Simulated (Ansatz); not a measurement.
# Transmission past a defect: Ta wire along [111], 3 atoms a period, W in place of one Ta, part 2 of 4

What does the defect do to the conductance?

Ansatz 0.2.0; DFT PBE, plane waves, PAW; relaxation of a wire's period (the session's first sound run).

So far. Step 2 (Relaxing the period): The cell's length comes to 2.693 Å with spin left out.

## Step 3: The wire at its relaxed period

This step: DFT PBE, plane waves, PAW; channels and complex bands of a perfect wire (Ansatz 0.2.0).

At the relaxed period the Bloch states of the perfect wire are found at each energy: those that move forward count the open channels, and those that decay describe how a disturbance dies away inside the wire itself. An energy step of 0.035 eV is under the 0.039 eV that the program asks for its thermal average at 300 K.

Input file input.yaml:

```yaml
crystal:
  lattice:
    - [9.148, 0.0, 0.0]
    - [0.0, 9.511, 0.0]
    - [0.0, 0.0, 2.6925944668]
  atoms:
    - { symbol: Ta, position: [0.380367183, 0.371990335, 0.00088003] }
    - { symbol: Ta, position: [0.380367183, 0.627985341, 0.332453304] }
    - { symbol: Ta, position: [0.610887247, 0.499987838, 0.666666667] }
kpoints:
  mp_grid: { grid: [1, 1, 30] }
scf:
  occupations: { method: fermi_dirac, width: 0.05 }
hamiltonian:
  xc: pbe
output:
  transmission:
    e_range: [-1.26, 1.26]
    de: 0.035
    kmesh: [1, 1]
    reduced_basis: true
    leads: [[0, 0]]
basis:
  ecutwfc: "350 eV"
```

Command:

```console
$ ansatz run input.yaml --threads 4 --pin off --max-ram 16384MiB --backend cpu --events-out ev --progress --plain --runs-dir out
```

Numbers of over 12 decimals in the logs are rounded to 6 here.

Log:

```text
Warning: basis.ecutwfc = 350 eV is below the records' recommended 420 eV, and the density's cutoff is lower with it unless basis.ecutrho_ratio is high enough to keep the records' density cutoff: compare with a run at a higher cutoff
[...]
Crystal: 3 atoms, lattice volume = 234.274 Å³
Basis set: ecut = 350 eV, 3479 PW (Γ)
Bands: 24, of which v1, the nominal top of the filled ones, is band 20 counted from 1 (19 counted from 0)
Symmetry: 2 space group operations
[...]
k-points: 16 of 30
[...]
SCF iter   1: F=—  HF=-29789.258252 eV  |F-HF|=—  |Δ(HF+E_count)|=         —  Δρ=8.45e-3  dr2=3.04e-1  ethr=1.77e-3  ⟨swp⟩=7.2  Hψ=1900  notcnv=0
[...]
SCF iter   8: F=-29789.209344 eV  HF=-29789.209344 eV  |F-HF|=2.25e-8  |Δ(HF+E_count)|=   2.40e-7  Δρ=2.88e-6  dr2=4.56e-8  ethr=2.56e-10  ⟨swp⟩=6.0  Hψ=1184  notcnv=0
SCF 1 converged in 8 iterations: F = -29789.209344 eV  dr2 = 4.56e-8
[...]
transmission: 4 of 24 steps passed
transmission: 8 of 24 steps passed
[...]
transmission: 24 of 24 steps passed
SCF converged after 8 iterations
Free energy (F): -29789.209344 eV
[...]
Internal energy: -29789.156870 eV  (E = F + TS)
E sigma→0 (E₀):  -29789.183107 eV
Entropy (-TS):   -0.052474 eV (-17.491 meV/atom)
Fermi energy:    1.625312 eV
[...]
--- Band table (eV; the first three rows and the last of 16) ---
  k-point 0: bands = [... 16 lower, 0.6143, 0.6283, 0.8896, 1.6763, 1.6870, 2.0038, 2.2004, 3.0765]
  k-point 1: bands = [... 16 lower, 0.5772, 0.6826, 0.9229, 1.6231, 1.7318, 1.9797, 2.2233, 3.0448]
  k-point 2: bands = [... 16 lower, 0.5433, 0.7629, 1.0219, 1.5599, 1.7353, 1.9623, 2.2723, 2.9448]
  k-point 15: bands = [... 16 lower, -0.0595, 0.3185, 2.7119, 2.7248, 2.7836, 3.2560, 3.2622, 4.7430]
--- Transmission ---
  basis      : 635 plane waves across, 4 finite elements along
  points     : 1, standing for a mesh of 1 x 1
  filling    : by the input's occupations and mesh, since the crystals that have channels conduct as metals do. If one of these is a semiconductor, that mesh has misplaced its level
  energies   : 73 from -1.260000 to 1.260000 eV about the Fermi level, 0.035000 eV apart; the leads are filled to 0.000000 eV, and channels, transmission and decay are at 0.000000 eV
  crystal 0  : Ta3, at the sites [0, 0], period 2.6926 Å: whole cells are its period
    offset         : up to 0.0000 Å between an atom of the period and one for which it stands
    filled         : 1.0 meV over the level at which it is neutral
    channels       : 7.000000e0 a spin
    conductance    : 5.6631e14 S/m² at 300 K; may be off by some 0.1 % by where its bands' edges are placed, 0.2 % from the distance to neutral
```

It took 68 s on 4 threads of Arm Neoverse V1, shared host; peak memory 1.1 GiB; 4.1 min of CPU time.

This step gave:

```yaml
energy_at_zero_smearing: -29789.1831 eV
channels_at_the_energy_nearest_the_fermi_level_one_spin: 7
conductance_of_the_lead_as_this_run_defines_it: 6.359 G₀
band_gap: 0 eV
```

Table of open channels of the lead, one spin by energy, zero at the Fermi level:

```tsv
energy (eV)	open channels of the lead, one spin
-1.2600	2
-1.0150	2
-0.7350	3
-0.4900	3
-0.2450	3
0.0000	7
0.2450	3
0.4900	6
0.7350	7
1.0150	7
1.2600	6
```

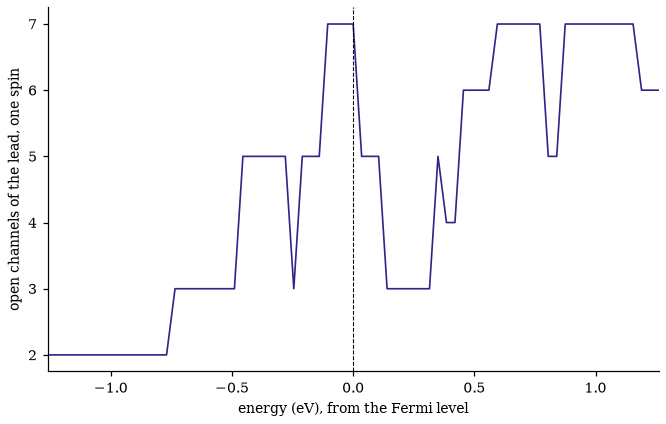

Open channels of the lead, one spin against energy.

The slowest values at each energy, most degenerate partners merged, listed up to 1.5 1/Å. Table of Im kz of the slowest decaying states by energy, zero at the Fermi level:

```tsv
energy (eV)	decay 1 (Å⁻¹)	decay 2 (Å⁻¹)	decay 3 (Å⁻¹)	decay 4 (Å⁻¹)
-1.015	0.121	0.134	0.224	0.239
-0.490	0.0238	0.158	0.190	0.270
0.000	0.218	0.258	0.423	0.462
0.490	0.0995	0.100	0.275	0.436
1.015	0.132	0.339	0.433	0.476
```

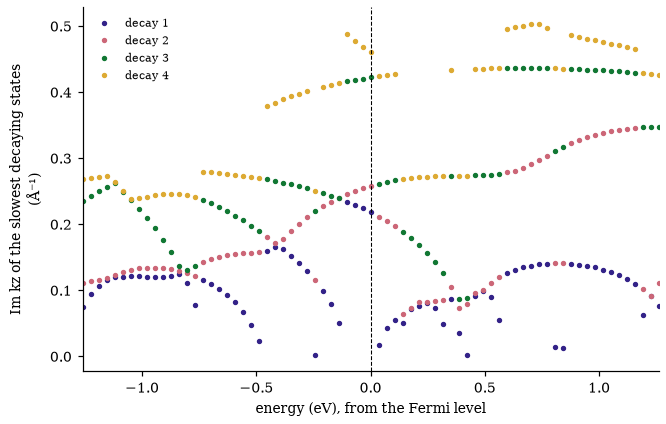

Im kz of the slowest decaying states against energy.

By hand: the program gives 5.6631 × 10^14 S/m² over the cell's cross-section of 87.01 Å² = 8.701 × 10^-19 m², so one cell conducts 4.927 × 10^-4 S. Divided by G0 = 2e²/h = 7.748 × 10^-5 S this is 6.36 G0, a resistance of 2.03 kΩ.

At the computed energy nearest the Fermi level there are 7 channels a spin, and the thermal average gives 6.36 G₀.

## Step 4: Relaxing the junction

This step: DFT PBE, plane waves, PAW; relaxation of a junction in a wire, ends held (Ansatz 0.2.0).

System of this step: Ta wire along [111], 3 atoms a period, W in place of one Ta. The cell holds 27 atoms: 26 Ta and 1 W. Cell: a = 9.148 Å, b = 9.511 Å, c = 24.233 Å, α = 90.0°, β = 90.0°, γ = 90.0°. Regions: held atoms, 18 atoms (18 Ta); free atoms, 9 atoms (8 Ta and 1 W). Vacuum lies along a and b. The structure's axis is c.

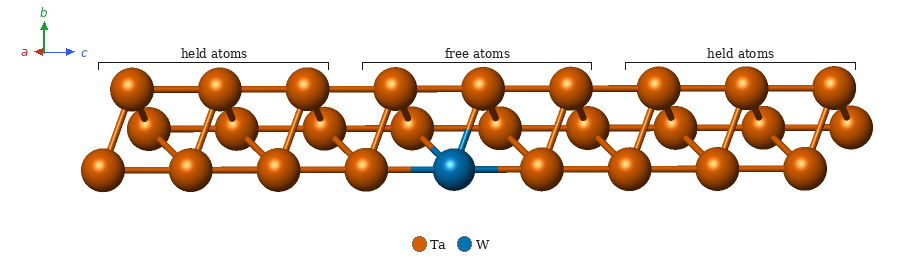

The cell of this step (tantalum orange, tungsten blue).

9 atoms at the defect are free to relax, while 18 stay where the perfect wire has them, so that the ends still repeat as a lead. The cutoff is set under the files' recommended one to save time.

Input file input.yaml:

```yaml
crystal:
  lattice:
    - [9.148, 0.0, 0.0]
    - [0.0, 9.511, 0.0]
    - [0.0, 0.0, 24.2333502014]
  atoms:
    - { symbol: Ta, position: [0.380367183, 0.371990335, 9.7781e-05] }
    - { symbol: Ta, position: [0.380367183, 0.627985341, 0.036939256] }
    - { symbol: Ta, position: [0.610887247, 0.499987838, 0.074074074] }
    - { symbol: Ta, position: [0.380367183, 0.371990335, 0.111208892] }
    - { symbol: Ta, position: [0.380367183, 0.627985341, 0.148050367] }
    - { symbol: Ta, position: [0.610887247, 0.499987838, 0.185185185] }
    - { symbol: Ta, position: [0.380367183, 0.371990335, 0.222320003] }
    - { symbol: Ta, position: [0.380367183, 0.627985341, 0.259161478] }
    - { symbol: Ta, position: [0.610887247, 0.499987838, 0.296296296] }
    - { symbol: Ta, position: [0.380367183, 0.371990335, 0.333431114] }
    - { symbol: Ta, position: [0.380367183, 0.627985341, 0.370272589] }
    - { symbol: Ta, position: [0.610887247, 0.499987838, 0.407407407] }
    - { symbol: W, position: [0.380367183, 0.371990335, 0.444542226], spin: 2.0 }
    - { symbol: Ta, position: [0.380367183, 0.627985341, 0.4813837] }
    - { symbol: Ta, position: [0.610887247, 0.499987838, 0.518518519] }
    - { symbol: Ta, position: [0.380367183, 0.371990335, 0.555653337] }
    - { symbol: Ta, position: [0.380367183, 0.627985341, 0.592494812] }
    - { symbol: Ta, position: [0.610887247, 0.499987838, 0.62962963] }
    - { symbol: Ta, position: [0.380367183, 0.371990335, 0.666764448] }
    - { symbol: Ta, position: [0.380367183, 0.627985341, 0.703605923] }
    - { symbol: Ta, position: [0.610887247, 0.499987838, 0.740740741] }
    - { symbol: Ta, position: [0.380367183, 0.371990335, 0.777875559] }
    - { symbol: Ta, position: [0.380367183, 0.627985341, 0.814717034] }
    - { symbol: Ta, position: [0.610887247, 0.499987838, 0.851851852] }
    - { symbol: Ta, position: [0.380367183, 0.371990335, 0.88898667] }
    - { symbol: Ta, position: [0.380367183, 0.627985341, 0.925828145] }
    - { symbol: Ta, position: [0.610887247, 0.499987838, 0.962962963] }
magnetization:
  spin_polarized: true
kpoints:
  mp_grid: { grid: [1, 1, 2] }
scf:
  occupations: { method: fermi_dirac, width: 0.1 }
hamiltonian:
  xc: pbe
relax:
  constraints:
    - { sites: [0, 1, 2, 3, 4, 5, 6, 7, 8, 18, 19, 20, 21, 22, 23, 24, 25, 26] }
  f_tol: 0.06
  max_steps: 35
basis:
  ecutwfc: "350 eV"
```

Log:

```text
[...]
Crystal: 27 atoms, lattice volume = 2108.462 Å³
Basis set: ecut = 350 eV, 31339 PW (Γ), exchange–correlation on 120×120×300 points (8 copies of the dense FFT grid, shifted against one another)
Bands: 213, of which v1, the nominal top of the filled ones, is band 176 counted from 1 (175 counted from 0)
Symmetry: 1 space group operations
[...]
k-points: 2
[...]
Starting moments: Σ|m| = 2 μB on 1 of 27 sites
[...]
SCF iter   1: F=—  HF=-268598.041513 eV  |F-HF|=—  |Δ(HF+E_count)|=         —  Δρ=2.23e-2 (↑2.21e-2 ↓2.23e-2)  dr2=1.84e2  dr2_m=1.85e-1  M=0.741 μB ∫|m|=1.677 μB  β_m=0.30  ethr=3.10e-3  ⟨swp⟩=9.0  Hψ=3680  notcnv=0
[...]
spin=Collinear: LDOS preconditioning applied to the charge; magnetization (m = ρ↑ − ρ↓) channel mixes plain (no charge-response kernel on spin).
SCF iter   2: F=—  HF=-268563.363010 eV  |F-HF|=—  |Δ(HF+E_count)|=    3.47e1  Δρ=1.22e-2 (↑1.22e-2 ↓1.22e-2)  dr2=4.04e1  dr2_m=1.14e-1  M=0.699 μB ∫|m|=1.719 μB  β_m=0.41  ethr=3.10e-3  ⟨swp⟩=5.0  Hψ=2312  notcnv=0
[...]
SCF iter  15: F=-268555.787695 eV  HF=-268555.787695 eV  |F-HF|=1.92e-7  |Δ(HF+E_count)|=   2.15e-6  Δρ=2.67e-6 (↑2.61e-6 ↓2.67e-6)  dr2=1.55e-7  dr2_m=1.23e-7  M=0.002 μB ∫|m|=0.014 μB  ethr=5.25e-11  ⟨swp⟩=3.0  Hψ=1441  notcnv=0
WARN: the starting moments were not kept: the SCF closed with an absolute magnetisation of 1.3e-2 μB, where they sum to 2 μB in size (1 site). That is at most 0.1 of that sum. Measured as dr2_m measures the in/out step, that magnetisation stands 1.0e-6 eV from none, at or under the dr2_threshold of 9.0e-5 eV: it is no larger than a step whose dr2_m would equal this threshold. The system may hold no moment; this SCF s [...]
SCF 1 converged in 15 iterations: F = -268555.787695 eV  dr2 = 1.55e-7
[...]
relax step   1: F+E_penalty+E_count = -268555.78769476 eV  Δ(F+E_penalty+E_count) = +0.000e0 eV  max|allowed force component| = 1.348e0 eV/Å  Δτ_max = 0.0000 Å  (15 SCF iters, dr2 threshold 9.00e-5 eV, accepted)
[...]
Starting moments: Σ|m| = 2 μB on 1 of 27 sites; this step starts from the density that it was given
[...]
SCF iter  10: F=-268555.747704 eV  HF=-268555.747704 eV  |F-HF|=6.31e-7  |Δ(HF+E_count)|=   7.10e-6  Δρ=3.59e-6 (↑3.59e-6 ↓3.57e-6)  dr2=1.27e-6  dr2_m=1.67e-7  M=-0.007 μB ∫|m|=0.016 μB  ethr=3.22e-10  ⟨swp⟩=1.0  Hψ=3075  notcnv=0
the starting moments were not kept: the SCF closed with an absolute magnetisation of 1.5e-2 μB, where they sum to 2 μB in size (1 site). That is at most 0.1 of that sum. Measured as dr2_m measures the in/out step, that magnetisation stands 2.3e-6 eV from none, at or under the dr2_threshold of 1.0e-4 eV: it is no larger than a step whose dr2_m would equal this threshold.
SCF 2 converged in 10 iterations: F = -268555.747704 eV  dr2 = 1.27e-6
relax step   2: F+E_penalty+E_count = -268555.74770353 eV  Δ(F+E_penalty+E_count) = +3.999e-2 eV  max|allowed force component| = 1.960e0 eV/Å  Δτ_max = 0.1946 Å  (10 SCF iters, dr2 threshold 1.00e-4 eV, rejected (line search))
SCF iter   1: F=—  HF=-268555.889357 eV  |F-HF|=—  |Δ(HF+E_count)|=         —  Δρ=1.84e-3 (↑1.83e-3 ↓1.84e-3)  dr2=4.79e-1  dr2_m=3.21e-2  M=0.007 μB ∫|m|=0.067 μB  β_m=0.30  ethr=9.91e-4  ⟨swp⟩=6.8  Hψ=1841  notcnv=0  defer=1
[...]
SCF iter  15: F=-268555.893590 eV  HF=-268555.893590 eV  |F-HF|=1.75e-10  |Δ(HF+E_count)|=   4.25e-9  Δρ=1.22e-7 (↑1.18e-7 ↓1.22e-7)  dr2=4.86e-10  dr2_m=2.41e-10  M=0.000 μB ∫|m|=0.001 μB  ethr=1.00e-12  ⟨swp⟩=1.0  Hψ=3195  notcnv=0
[...]
SCF 3 converged in 15 iterations: F = -268555.893590 eV  dr2 = 4.86e-10
relax step   3: F+E_penalty+E_count = -268555.89359001 eV  Δ(F+E_penalty+E_count) = -1.059e-1 eV  max|allowed force component| = 2.112e-1 eV/Å  Δτ_max = 0.0947 Å  (15 SCF iters, accepted)
[...]
relax step   4: F+E_penalty+E_count = -268555.89891825 eV  Δ(F+E_penalty+E_count) = -5.328e-3 eV  max|allowed force component| = 1.598e-1 eV/Å  Δτ_max = 0.1000 Å  (15 SCF iters, accepted)
SCF iter   1: F=—  HF=-268555.909970 eV  |F-HF|=—  |Δ(HF+E_count)|=         —  Δρ=6.12e-4 (↑6.12e-4 ↓6.02e-4)  dr2=4.99e-2  dr2_m=1.35e-3  M=0.004 μB ∫|m|=0.015 μB  β_m=0.65  ethr=1.71e-4  ⟨swp⟩=3.8  Hψ=1476  notcnv=0
[...]
SCF iter  12: F=-268555.907789 eV  HF=-268555.907789 eV  |F-HF|=1.69e-9  |Δ(HF+E_count)|=   1.61e-8  Δρ=1.75e-7 (↑1.40e-7 ↓1.75e-7)  dr2=2.81e-9  dr2_m=2.67e-10  M=0.000 μB ∫|m|=0.001 μB  ethr=1.00e-12  ⟨swp⟩=1.0  Hψ=3170  notcnv=0
[...]
SCF 5 converged in 12 iterations: F = -268555.907789 eV  dr2 = 2.81e-9
relax step   5: F+E_penalty+E_count = -268555.90778934 eV  Δ(F+E_penalty+E_count) = -8.871e-3 eV  max|allowed force component| = 5.681e-2 eV/Å  Δτ_max = 0.0250 Å  (12 SCF iters, accepted)
SCF converged after 12 iterations
Magnetization: 0.0002 μB (176.0001 up, 175.9999 down)
Absolute magnetization: 0.0007 μB (∫|ρ↑−ρ↓|, with the PAW one-centre terms)
[...]
Per-site moments (μB) at R_I (Å): [(-3.005358013349733e-6, 1.069734), (5.285237049440382e-6, 1.069734), (-2.624520730021345e-6, 1.070823), (-2.3401188624414544e-6, 1.069734), (1.2311724703853422e-5, 1.069734), (-1.1263484836405473e-5, 1.070823), (4.809758700898553e-6, 1.069734), (2.056149895643625e-5, 1.069734), (-1.3307502289577794e-5, 1.070823), (1.54909308157793e-5, 1.070941), (2.6542955542922263e-6, 1.070941), (- [...]
Free energy (F): -268555.907789 eV
[...]
Internal energy: -268554.424743 eV  (E = F + TS)
E sigma→0 (E₀):  -268555.166266 eV
Entropy (-TS):   -1.483046 eV (-54.928 meV/atom)
Fermi energy:    1.615134 eV
[...]
--- Forces (eV/Å), atoms counted from 1 ---
  atom   1  Ta    -0.00230755    -0.00682390     0.04598497
  atom   2  Ta    -0.00859405     0.00746340     0.03341558
  atom   3  Ta     0.02317667    -0.00100770     0.04229183
  atom   4  Ta    -0.05904504    -0.04170281     0.01403389
  atom   5  Ta    -0.01853178     0.07227622    -0.06878121
  atom   6  Ta     0.05693181    -0.01444902    -0.03422982
  atom   7  Ta    -0.00775213    -0.02297804     0.18000688
  atom   8  Ta    -0.06899491     0.05696881    -0.07350441
  atom   9  Ta     0.04499717    -0.05571137     0.01291328
  atom  10  Ta     0.02285748    -0.00825514     0.05226670
  atom  11  Ta     0.05531637    -0.01328386     0.01028468
  atom  12  Ta    -0.02491936     0.01008493    -0.00215473
  atom  13  W      0.00148986    -0.00470213    -0.00384651
  atom  14  Ta     0.00495054    -0.01055872     0.02348340
  atom  15  Ta    -0.03252171     0.02439041    -0.01534231
  atom  16  Ta    -0.01767760     0.03159488    -0.05680518
  atom  17  Ta     0.00258478    -0.03992538     0.00976890
  atom  18  Ta     0.02835658    -0.02573243    -0.01230698
  atom  19  Ta     0.01213763     0.02041562    -0.14015381
  atom  20  Ta    -0.05469128     0.05775059     0.03270690
  atom  21  Ta     0.05875384     0.01026127     0.04098170
  atom  22  Ta    -0.01685896    -0.08454039     0.01544067
  atom  23  Ta    -0.04215399     0.01792748    -0.01947433
  atom  24  Ta     0.03602523     0.01584179    -0.02107824
  atom  25  Ta    -0.01096692     0.00636296    -0.02192945
  atom  26  Ta    -0.00167897     0.00288250    -0.03229769
  atom  27  Ta     0.01914516    -0.00454247    -0.01167511
  max |Σ_I F_I| component: 2.89e-5 eV/Å
--- Relaxed structure (5 steps of the walk, 4 accepted, 0 SCFs on fresh bases) ---
  F+E_penalty+E_count = -268555.90778934 eV   max|allowed force component| = 5.681e-2 eV/Å
  atoms:
    - { symbol: Ta, position: [0.380367183, 0.371990, 9.778100000000002e-5] }
    - { symbol: Ta, position: [0.380367183, 0.627985341, 0.036939] }
    - { symbol: Ta, position: [0.610887, 0.499988, 0.074074074] }
    - { symbol: Ta, position: [0.380367183, 0.371990, 0.111209] }
    - { symbol: Ta, position: [0.380367183, 0.627985341, 0.148050] }
    - { symbol: Ta, position: [0.610887, 0.499988, 0.185185] }
    - { symbol: Ta, position: [0.380367183, 0.371990, 0.222320] }
    - { symbol: Ta, position: [0.380367183, 0.627985341, 0.259161478] }
    - { symbol: Ta, position: [0.610887, 0.499988, 0.296296296] }
    - { symbol: Ta, position: [0.377948, 0.378385, 0.334938] }
    - { symbol: Ta, position: [0.386977, 0.636597, 0.369519] }
    - { symbol: Ta, position: [0.614075, 0.501403, 0.408196] }
    - { symbol: W, position: [0.388036, 0.385304, 0.444671] }
    - { symbol: Ta, position: [0.376596, 0.631818, 0.480771] }
    - { symbol: Ta, position: [0.613404, 0.511975, 0.519406] }
    - { symbol: Ta, position: [0.387305, 0.372635, 0.554299] }
    - { symbol: Ta, position: [0.374243, 0.627019, 0.592534] }
    - { symbol: Ta, position: [0.609143, 0.504567, 0.629786] }
    - { symbol: Ta, position: [0.380367183, 0.371990, 0.666764448] }
    - { symbol: Ta, position: [0.380367183, 0.627985341, 0.703606] }
    - { symbol: Ta, position: [0.610887, 0.499988, 0.740741] }
    - { symbol: Ta, position: [0.380367183, 0.371990, 0.777876] }
    - { symbol: Ta, position: [0.380367183, 0.627985341, 0.814717] }
    - { symbol: Ta, position: [0.610887, 0.499988, 0.851852] }
    - { symbol: Ta, position: [0.380367183, 0.371990, 0.888987] }
    - { symbol: Ta, position: [0.380367183, 0.627985341, 0.925828] }
    - { symbol: Ta, position: [0.610887, 0.499988, 0.962963] }
```

Elapsed: 5.7 min, on 4 threads; peak memory 5 GiB.

Step by step:

```tsv
step	energy less that of the first step (eV)	largest force component (eV/Å)
1	0.0000	1.3477
2	0.0400	1.9602
3	-0.1059	0.2112
4	-0.1112	0.1598
5	-0.1201	0.0568
```

Relaxation step 2 was tried and not accepted.

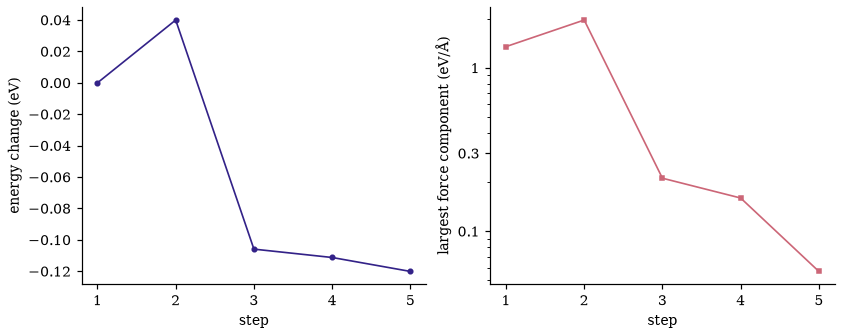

Energy and largest force along the relaxation.

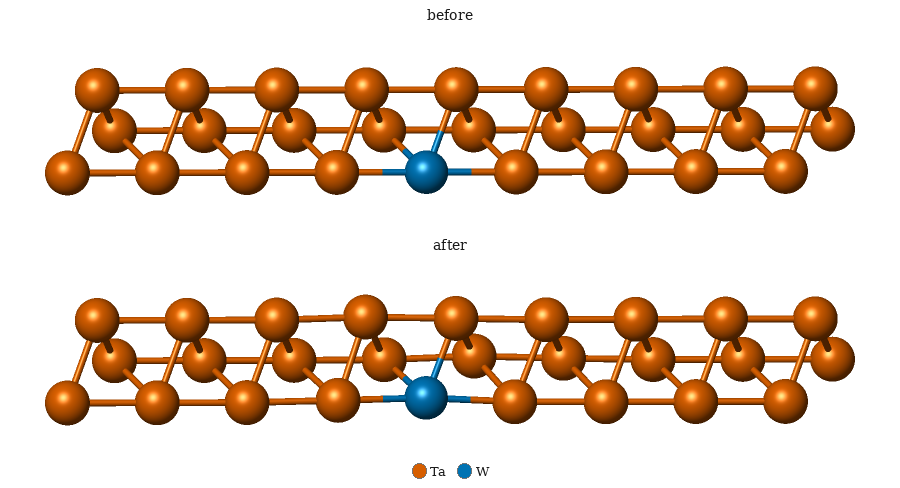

The structure before and after the relaxation, drawn at the same scale.

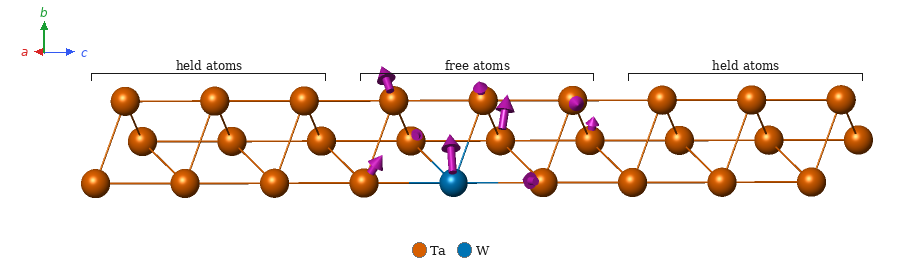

Displacements in the relaxation, exaggerated; the longest in the cell stands for 0.14 Å.

The atoms that moved most (Å):

```tsv
atom	dx	dy	dz	length
W13	0.070	0.127	0.003	0.145
Ta15	0.023	0.114	0.021	0.118
Ta11	0.060	0.082	-0.018	0.103
Ta10	-0.022	0.061	0.037	0.074
Ta16	0.063	0.006	-0.033	0.072
Ta17	-0.056	-0.009	0.001	0.057
Ta14	-0.034	0.036	-0.015	0.052
Ta18	-0.016	0.044	0.004	0.047
```

This step gave:

```yaml
energy_at_zero_smearing: -268555.1663 eV
absolute_moment: 0 μB
```

The largest force component on a free atom ends at 0.057 eV/Å, under the limit of 0.06. W ends nearest to Ta at 2.50 Å, Ta at 2.51 Å, Ta at 2.66 Å, Ta at 2.66 Å, Ta at 3.00 Å and Ta at 3.00 Å.

[end of part 2 of 4]

[Logs are printed without paths, hosts, clocks, repeated set-up lines and the standing remarks that a program may print on its own settings, such as how far it seeks lower states.]

[Hosts, paths, dates, database ids (printed as entryN), source tags and the programs' standing remarks are cut or masked in the printed files.]
